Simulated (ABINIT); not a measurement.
**Geometry relaxation of Pd (part 2 of 2)**

The same run, continued: Pd (Fm-3m, 1 atom in the cell); Kohn-Sham DFT of a periodic cell, PBE, SPMS NC PBE v1.0, no spin polarisation (ABINIT 10.8.3); cutoff 897.98 eV, 9×9×9 k-mesh, fermi-dirac of 0.05 eV. The structure derives from an entry of the Crystallography Open Database.

Geometry of the input (Å; fractional positions):
```
0.0000  1.9465  1.9465
1.9465  0.0000  1.9465
1.9465  1.9465  0.0000
Pd 0.0000  0.0000  0.0000
```

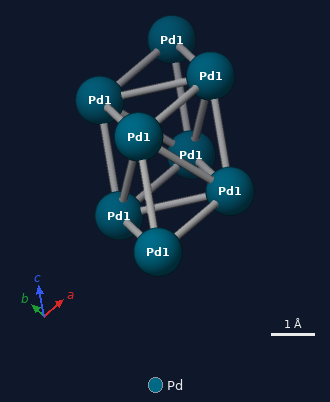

**Figure 1.** The geometry at step 2 of the log (ball-and-stick view of the cell of the calculation, seen slightly off an axis; atoms are numbered from 1 in the order of the input).

**What the program printed, continued**
```
     iter   Etot(hartree)      deltaE(h)  residm     vres2
 ETOT  1  -133.53401438884    -1.335E+02 6.253E-08 3.041E+01
 ETOT  2  -133.53376045031     2.539E-04 1.395E-06 2.960E+01
 ETOT  3  -133.54263766385    -8.877E-03 1.948E-04 2.100E-02
 ETOT  4  -133.54264287375    -5.210E-06 2.052E-07 8.305E-04
 ETOT  5  -133.54264305160    -1.779E-07 7.910E-09 2.955E-06
 ETOT  6  -133.54264305182    -2.215E-10 7.370E-11 1.325E-08
 ETOT  7  -133.54264305183    -4.292E-12 1.570E-12 6.995E-11
 ETOT  8  -133.54264305183     1.990E-13 3.387E-14 5.415E-14

 At SCF step    8       vres2   =  5.42E-14 < tolvrs=  1.00E-12 =>converged.

 Cartesian components of stress tensor (hartree/bohr^3)
  sigma(1 1)= -7.02166070E-06  sigma(3 2)=  0.00000000E+00
  sigma(2 2)= -7.02166070E-06  sigma(3 1)=  0.00000000E+00
  sigma(3 3)= -7.02166070E-06  sigma(2 1)=  0.00000000E+00

--- !ResultsGS
iteration_state: {dtset: 1, itime: 3, icycle: 1, }
comment   : Summary of ground state results
lattice_vectors:
- [  0.0000000,   3.7259583,   3.7259583, ]
- [  3.7259583,   0.0000000,   3.7259583, ]
- [  3.7259583,   3.7259583,   0.0000000, ]
lattice_lengths: [   5.26930,    5.26930,    5.26930, ]
lattice_angles: [ 60.000,  60.000,  60.000, ] # degrees, (23, 13, 12)
lattice_volume:   1.0345321E+02
convergence: {deltae:  1.990E-13, res2:  5.415E-14, residm:  3.387E-14, diffor: null, }
etotal    :  -1.33542643E+02
entropy   :   0.00000000E+00
fermie    :   3.21662796E-01
cartesian_stress_tensor: # hartree/bohr^3
- [ -7.02166070E-06,   0.00000000E+00,   0.00000000E+00, ]
- [  0.00000000E+00,  -7.02166070E-06,   0.00000000E+00, ]
- [  0.00000000E+00,   0.00000000E+00,  -7.02166070E-06, ]
pressure_GPa:   2.0658E-01
xred      :
- [  0.0000E+00,   0.0000E+00,   0.0000E+00, Pd]
cartesian_forces: # hartree/bohr
- [  0.00000000E+00,   0.00000000E+00,   0.00000000E+00, ]
force_length_stats: {min:   0.00000000E+00, max:   0.00000000E+00, mean:   0.00000000E+00, }
...

 Integrated electronic density in atomic spheres:
 ------------------------------------------------
 Atom  Sphere_radius  Integrated_density
    1        2.00000         15.20121681

---OUTPUT-----------------------------------------------------------------------

 Cartesian coordinates (xcart) [bohr]
  0.00000000000000E+00  0.00000000000000E+00  0.00000000000000E+00
 Reduced coordinates (xred)
  0.00000000000000E+00  0.00000000000000E+00  0.00000000000000E+00
 Cartesian forces (fcart) [Ha/bohr]; max,rms= 0.00000E+00 0.00000E+00 (free atoms)
  0.00000000000000E+00  0.00000000000000E+00  0.00000000000000E+00
 Gradient of E wrt nuclear positions in reduced coordinates (gred)
 -0.00000000000000E+00 -0.00000000000000E+00 -0.00000000000000E+00
 Scale of Primitive Cell (acell) [bohr]
  5.26930078642748E+00  5.26930078642747E+00  5.26930078642747E+00
 Real space primitive translations (rprimd) [bohr]
  0.00000000000000E+00  3.72595831819448E+00  3.72595831819448E+00
  3.72595831819447E+00  0.00000000000000E+00  3.72595831819447E+00
  3.72595831819447E+00  3.72595831819447E+00  0.00000000000000E+00
 Unitary Cell Volume (ucvol) [Bohr^3]=  1.03453210360797E+02
 Angles (23,13,12)= [degrees]
  6.00000000000000E+01  6.00000000000000E+01  6.00000000000000E+01
 Lengths [Bohr]
  5.26930078642748E+00  5.26930078642747E+00  5.26930078642747E+00
 Stress tensor in cartesian coordinates (strten) [Ha/bohr^3]
 -7.02166070395971E-06  0.00000000000000E+00  0.00000000000000E+00
  0.00000000000000E+00 -7.02166070400134E-06  0.00000000000000E+00
  0.00000000000000E+00  0.00000000000000E+00 -7.02166070401522E-06
 Total energy (etotal) [Ha]= -1.33542643051825E+02

 Difference of energy with previous step (new-old):
           Absolute (Ha)=-8.35399E-05
           Relative     =-6.25568E-07

--- Iteration: ( 4/50) Internal Cycle: (1/1)
--------------------------------------------------------------------------------

---SELF-CONSISTENT-FIELD CONVERGENCE--------------------------------------------

--- !BeginCycle
iteration_state: {dtset: 1, itime: 4, icycle: 1, }
solver: {iscf: 7, nstep: 80, nline: 4, wfoptalg: 0, }
tolerances: {tolvrs: 1.00E-12, }
...

     iter   Etot(hartree)      deltaE(h)  residm     vres2
 ETOT  1  -133.54259946546    -1.335E+02 6.420E-10 1.614E-01
 ETOT  2  -133.54260271763    -3.252E-06 7.496E-09 1.384E-01
 ETOT  3  -133.54264345397    -4.074E-05 9.830E-07 1.870E-04
 ETOT  4  -133.54264349764    -4.368E-08 1.200E-09 4.138E-06
 ETOT  5  -133.54264349846    -8.172E-10 4.467E-11 1.676E-08
 ETOT  6  -133.54264349846    -4.832E-12 3.325E-13 1.406E-10
 ETOT  7  -133.54264349847    -1.677E-12 6.349E-15 1.410E-13

 At SCF step    7       vres2   =  1.41E-13 < tolvrs=  1.00E-12 =>converged.

 Cartesian components of stress tensor (hartree/bohr^3)
  sigma(1 1)= -2.19233869E-07  sigma(3 2)=  0.00000000E+00
  sigma(2 2)= -2.19233869E-07  sigma(3 1)=  0.00000000E+00
  sigma(3 3)= -2.19233869E-07  sigma(2 1)=  0.00000000E+00

--- !ResultsGS
iteration_state: {dtset: 1, itime: 4, icycle: 1, }
comment   : Summary of ground state results
lattice_vectors:
- [  0.0000000,   3.7273955,   3.7273955, ]
- [  3.7273955,   0.0000000,   3.7273955, ]
- [  3.7273955,   3.7273955,   0.0000000, ]
lattice_lengths: [   5.27133,    5.27133,    5.27133, ]
lattice_angles: [ 60.000,  60.000,  60.000, ] # degrees, (23, 13, 12)
lattice_volume:   1.0357297E+02
convergence: {deltae: -1.677E-12, res2:  1.410E-13, residm:  6.349E-15, diffor: null, }
etotal    :  -1.33542643E+02
entropy   :   0.00000000E+00
fermie    :   3.20994987E-01
cartesian_stress_tensor: # hartree/bohr^3
- [ -2.19233869E-07,   0.00000000E+00,   0.00000000E+00, ]
- [  0.00000000E+00,  -2.19233869E-07,   0.00000000E+00, ]
- [  0.00000000E+00,   0.00000000E+00,  -2.19233869E-07, ]
pressure_GPa:   6.4501E-03
xred      :
- [  0.0000E+00,   0.0000E+00,   0.0000E+00, Pd]
cartesian_forces: # hartree/bohr
- [ -0.00000000E+00,  -0.00000000E+00,  -0.00000000E+00, ]
force_length_stats: {min:   0.00000000E+00, max:   0.00000000E+00, mean:   0.00000000E+00, }
...

 Integrated electronic density in atomic spheres:
 ------------------------------------------------
 Atom  Sphere_radius  Integrated_density
    1        2.00000         15.20373902

---OUTPUT-----------------------------------------------------------------------

 Cartesian coordinates (xcart) [bohr]
  0.00000000000000E+00  0.00000000000000E+00  0.00000000000000E+00
 Reduced coordinates (xred)
  0.00000000000000E+00  0.00000000000000E+00  0.00000000000000E+00
 Cartesian forces (fcart) [Ha/bohr]; max,rms= 0.00000E+00 0.00000E+00 (free atoms)
 -0.00000000000000E+00 -0.00000000000000E+00 -0.00000000000000E+00
 Gradient of E wrt nuclear positions in reduced coordinates (gred)
  0.00000000000000E+00  0.00000000000000E+00  0.00000000000000E+00
 Scale of Primitive Cell (acell) [bohr]
  5.27133330362118E+00  5.27133330362118E+00  5.27133330362118E+00
 Real space primitive translations (rprimd) [bohr]
  0.00000000000000E+00  3.72739552488502E+00  3.72739552488502E+00
  3.72739552488502E+00  0.00000000000000E+00  3.72739552488502E+00
  3.72739552488502E+00  3.72739552488502E+00  0.00000000000000E+00
 Unitary Cell Volume (ucvol) [Bohr^3]=  1.03572970963747E+02
 Angles (23,13,12)= [degrees]
  6.00000000000000E+01  6.00000000000000E+01  6.00000000000000E+01
 Lengths [Bohr]
  5.27133330362118E+00  5.27133330362118E+00  5.27133330362118E+00
 Stress tensor in cartesian coordinates (strten) [Ha/bohr^3]
 -2.19233868711810E-07  0.00000000000000E+00  0.00000000000000E+00
  0.00000000000000E+00 -2.19233868628543E-07  0.00000000000000E+00
  0.00000000000000E+00  0.00000000000000E+00 -2.19233868614666E-07
 Total energy (etotal) [Ha]= -1.33542643498466E+02

 Difference of energy with previous step (new-old):
           Absolute (Ha)=-4.46640E-07
           Relative     =-3.34455E-09

--- Iteration: ( 5/50) Internal Cycle: (1/1)
--------------------------------------------------------------------------------

---SELF-CONSISTENT-FIELD CONVERGENCE--------------------------------------------

--- !BeginCycle
iteration_state: {dtset: 1, itime: 5, icycle: 1, }
solver: {iscf: 7, nstep: 80, nline: 4, wfoptalg: 0, }
tolerances: {tolvrs: 1.00E-12, }
...

     iter   Etot(hartree)      deltaE(h)  residm     vres2
 ETOT  1  -133.54264345335    -1.335E+02 5.415E-12 1.679E-04
 ETOT  2  -133.54264345676    -3.417E-09 7.780E-12 1.439E-04
 ETOT  3  -133.54264349911    -4.235E-08 1.023E-09 1.950E-07
 ETOT  4  -133.54264349916    -4.883E-11 1.240E-12 4.305E-09
 ETOT  5  -133.54264349917    -2.984E-12 4.654E-14 1.726E-11
 ETOT  6  -133.54264349916     3.809E-12 3.364E-16 1.538E-13

 At SCF step    6       vres2   =  1.54E-13 < tolvrs=  1.00E-12 =>converged.

 Cartesian components of stress tensor (hartree/bohr^3)
  sigma(1 1)=  3.66882080E-11  sigma(3 2)=  0.00000000E+00
  sigma(2 2)=  3.66881664E-11  sigma(3 1)=  0.00000000E+00
  sigma(3 3)=  3.66881386E-11  sigma(2 1)=  0.00000000E+00

--- !ResultsGS
iteration_state: {dtset: 1, itime: 5, icycle: 1, }
comment   : Summary of ground state results
lattice_vectors:
- [  0.0000000,   3.7274419,   3.7274419, ]
- [  3.7274419,   0.0000000,   3.7274419, ]
- [  3.7274419,   3.7274419,   0.0000000, ]
lattice_lengths: [   5.27140,    5.27140,    5.27140, ]
lattice_angles: [ 60.000,  60.000,  60.000, ] # degrees, (23, 13, 12)
lattice_volume:   1.0357684E+02
convergence: {deltae:  3.809E-12, res2:  1.538E-13, residm:  3.364E-16, diffor: null, }
etotal    :  -1.33542643E+02
entropy   :   0.00000000E+00
fermie    :   3.20973470E-01
cartesian_stress_tensor: # hartree/bohr^3
- [  3.66882080E-11,   0.00000000E+00,   0.00000000E+00, ]
- [  0.00000000E+00,   3.66881664E-11,   0.00000000E+00, ]
- [  0.00000000E+00,   0.00000000E+00,   3.66881386E-11, ]
pressure_GPa:  -1.0794E-06
xred      :
- [  0.0000E+00,   0.0000E+00,   0.0000E+00, Pd]
cartesian_forces: # hartree/bohr
- [  0.00000000E+00,   0.00000000E+00,   0.00000000E+00, ]
force_length_stats: {min:   0.00000000E+00, max:   0.00000000E+00, mean:   0.00000000E+00, }
...

 Integrated electronic density in atomic spheres:
 ------------------------------------------------
 Atom  Sphere_radius  Integrated_density
    1        2.00000         15.20382036

---OUTPUT-----------------------------------------------------------------------

 Cartesian coordinates (xcart) [bohr]
  0.00000000000000E+00  0.00000000000000E+00  0.00000000000000E+00
 Reduced coordinates (xred)
  0.00000000000000E+00  0.00000000000000E+00  0.00000000000000E+00
 Cartesian forces (fcart) [Ha/bohr]; max,rms= 0.00000E+00 0.00000E+00 (free atoms)
  0.00000000000000E+00  0.00000000000000E+00  0.00000000000000E+00
 Gradient of E wrt nuclear positions in reduced coordinates (gred)
 -0.00000000000000E+00 -0.00000000000000E+00 -0.00000000000000E+00
 Scale of Primitive Cell (acell) [bohr]
  5.27139888743402E+00  5.27139888743401E+00  5.27139888743401E+00
 Real space primitive translations (rprimd) [bohr]
  0.00000000000000E+00  3.72744189964382E+00  3.72744189964382E+00
  3.72744189964381E+00  0.00000000000000E+00  3.72744189964381E+00
  3.72744189964381E+00  3.72744189964381E+00  0.00000000000000E+00
 Unitary Cell Volume (ucvol) [Bohr^3]=  1.03576836851824E+02
 Angles (23,13,12)= [degrees]
  6.00000000000000E+01  6.00000000000000E+01  6.00000000000000E+01
 Lengths [Bohr]
  5.27139888743402E+00  5.27139888743401E+00  5.27139888743401E+00
 Stress tensor in cartesian coordinates (strten) [Ha/bohr^3]
  3.66882080271580E-11  0.00000000000000E+00  0.00000000000000E+00
  0.00000000000000E+00  3.66881663937946E-11  0.00000000000000E+00
  0.00000000000000E+00  0.00000000000000E+00  3.66881386382190E-11
 Total energy (etotal) [Ha]= -1.33542643499163E+02

 Difference of energy with previous step (new-old):
           Absolute (Ha)=-6.96758E-10
           Relative     =-5.21750E-12

 At Broyd/MD step   5, gradients are converged :
  max grad (force/stress) = 3.6688E-09 < tolmxf= 2.0000E-05 ha/bohr (free atoms)

================================================================================

 ----iterations are completed or convergence reached----

 Mean square residual over all n,k,spin=   48.639E-18; max=  33.638E-17
 reduced coordinates (array xred) for    1 atoms
       0.000000000000      0.000000000000      0.000000000000
 rms dE/dt=  8.5880E-31; max dE/dt=  0.0000E+00; dE/dt below (all hartree)
    1      -0.000000000000     -0.000000000000      0.000000000000

 cartesian coordinates (angstrom) at end:
    1      0.00000000000000     0.00000000000000     0.00000000000000

 cartesian forces (hartree/bohr) at end:
    1      0.00000000000000     0.00000000000000     0.00000000000000
 frms,max,avg= 0.0000000E+00 0.0000000E+00   0.000E+00  0.000E+00  0.000E+00 h/b

 cartesian forces (eV/Angstrom) at end:
    1      0.00000000000000     0.00000000000000     0.00000000000000
 frms,max,avg= 0.0000000E+00 0.0000000E+00   0.000E+00  0.000E+00  0.000E+00 e/A
 length scales=  5.271398887434  5.271398887434  5.271398887434 bohr
              =  2.789504158917  2.789504158917  2.789504158917 angstroms
 Fermi (or HOMO) energy (hartree) =   0.32097   Average Vxc (hartree)=  -0.49645
 Eigenvalues (hartree) for nkpt=  35  k points:
 kpt#   1, nband= 13, wtk=  0.00137, kpt=  0.0000  0.0000  0.0000 (reduced coord)
  -2.76323   -1.49924   -1.49924   -1.49924    0.06899    0.22332    0.22332    0.22332
   0.27926    0.27926    0.96835    1.13438    1.13438
      occupation numbers for kpt#   1
   2.00000    2.00000    2.00000    2.00000    2.00000    2.00000    2.00000    2.00000
   2.00000    2.00000    0.00000    0.00000    0.00000
 prteigrs : prtvol=0 or 1, do not print more k-points.

--- !EnergyTerms
iteration_state     : {dtset: 1, itime: 5, icycle: 1, }
comment             : Components of total free energy in Hartree
kinetic             :  4.29941108802985E+01
hartree             :  2.56245982175477E+01
xc                  : -2.01477908151841E+01
Ewald energy        : -9.96323585992595E+01
psp_core            :  6.79761815024341E+00
local_psp           : -7.60148707822227E+01
non_local_psp       : -1.31632222860105E+01
internal            : -1.33541915234587E+02
'-kT*entropy'       : -7.28264575408939E-04
total_energy        : -1.33542643499163E+02
total_energy_eV     : -3.63388045256506E+03
band_energy         : -1.22403303281340E+01
...

 Cartesian components of stress tensor (hartree/bohr^3)
  sigma(1 1)=  3.66882080E-11  sigma(3 2)=  0.00000000E+00
  sigma(2 2)=  3.66881664E-11  sigma(3 1)=  0.00000000E+00
  sigma(3 3)=  3.66881386E-11  sigma(2 1)=  0.00000000E+00

-Cartesian components of stress tensor (GPa)         [Pressure= -1.0794E-06 GPa]
- sigma(1 1)=  1.07940435E-06  sigma(3 2)=  0.00000000E+00
- sigma(2 2)=  1.07940312E-06  sigma(3 1)=  0.00000000E+00
- sigma(3 3)=  1.07940230E-06  sigma(2 1)=  0.00000000E+00

== END DATASET(S) ==============================================================
================================================================================

 -outvars: echo values of variables after computation  --------
            acell      5.2713988874E+00  5.2713988874E+00  5.2713988874E+00 Bohr
           etotal     -1.3354264350E+02
            fcart      0.0000000000E+00  0.0000000000E+00  0.0000000000E+00
            rprim      0.0000000000E+00  7.0710678119E-01  7.0710678119E-01
                       7.0710678119E-01  0.0000000000E+00  7.0710678119E-01
                       7.0710678119E-01  7.0710678119E-01  0.0000000000E+00
           strten      3.6688208027E-11  3.6688166394E-11  3.6688138638E-11
                       0.0000000000E+00  0.0000000000E+00  0.0000000000E+00
 Calculation completed.
```

**Trajectory as extended XYZ (Å, eV, eV/Å), 5 frames, from step=0 to step=4**
```
1
Lattice="0.0000 1.9465 1.9465 1.9465 0.0000 1.9465 1.9465 1.9465 0.0000" Properties=species:S:1:pos:R:3:forces:R:3 step=0 energy=-3633.86676
Pd    0.0000    0.0000    0.0000    0.0000   0.0000   0.0000
1
Lattice="0.0000 1.9617 1.9617 1.9617 0.0000 1.9617 1.9617 1.9617 0.0000" Properties=species:S:1:pos:R:3:forces:R:3 step=1 energy=-3633.87817
Pd    0.0000    0.0000    0.0000    0.0000   0.0000   0.0000
1
Lattice="0.0000 1.9717 1.9717 1.9717 0.0000 1.9717 1.9717 1.9717 0.0000" Properties=species:S:1:pos:R:3:forces:R:3 step=2 energy=-3633.88044
Pd    0.0000    0.0000    0.0000    0.0000   0.0000   0.0000
1
Lattice="0.0000 1.9725 1.9725 1.9725 0.0000 1.9725 1.9725 1.9725 0.0000" Properties=species:S:1:pos:R:3:forces:R:3 step=3 energy=-3633.88045
Pd    0.0000    0.0000    0.0000    0.0000   0.0000   0.0000
1
Lattice="0.0000 1.9725 1.9725 1.9725 0.0000 1.9725 1.9725 1.9725 0.0000" Properties=species:S:1:pos:R:3:forces:R:3 step=4 energy=-3633.88045
Pd    0.0000    0.0000    0.0000    0.0000   0.0000   0.0000
```

**Summary**

```json
{"quantity": "outcome", "value": "converged"}
{"quantity": "space group (tolerance 0.01 Å)", "value": "Fm-3m (225)"}
{"quantity": "electrons treated", "value": "18"}
{"quantity": "free energy", "value": "−3633.8805 eV"}
{"quantity": "Fermi energy", "value": "8.734 eV"}
{"quantity": "gap on the k-point mesh", "value": "none (metallic)"}
{"quantity": "pressure", "value": "0.00 GPa"}
{"quantity": "final volume", "value": "15.35 Å³"}
{"quantity": "largest force (length of the vector) at the end", "value": "under 0.001 eV/Å"}
{"quantity": "final cell", "value": "a = 2.790 Å, b = 2.790 Å, c = 2.790 Å, α = 60.00°, β = 60.00°, γ = 60.00°"}
{"quantity": "wall time", "value": "15 s (CPU time 59 s)"}
{"quantity": "peak memory", "value": "0.24 GiB"}
```
